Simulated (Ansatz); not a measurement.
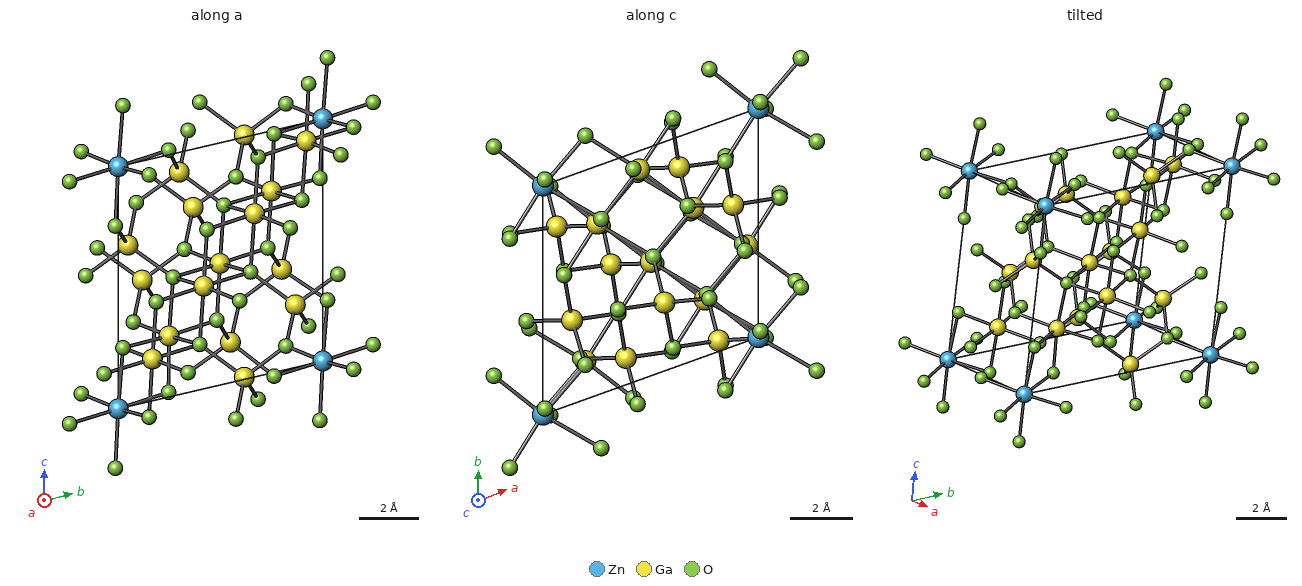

This ball-and-stick model is shown along the a axis, along the c axis and slightly off an axis. The frame is the simulation cell; atoms at its boundary are shown with their periodic copies. A few atoms beyond the faces are included.

The formula is ZnGa15O24. The space group is P1: only translations remain. Content of the cell: 1 Zn, 15 Ga, 24 O (Z = 1). The Zn atoms are each bonded to six O in a distorted octahedral arrangement at about 2.0 to 2.2 Å. The bonds build a three-dimensional framework.

It derives from a structure listed in the Materials Project, repeated into a supercell with a point defect put in. The atoms were relaxed in a fixed cell with Ansatz, DFT PBE, scalar-relativistic, plane waves, PAW.
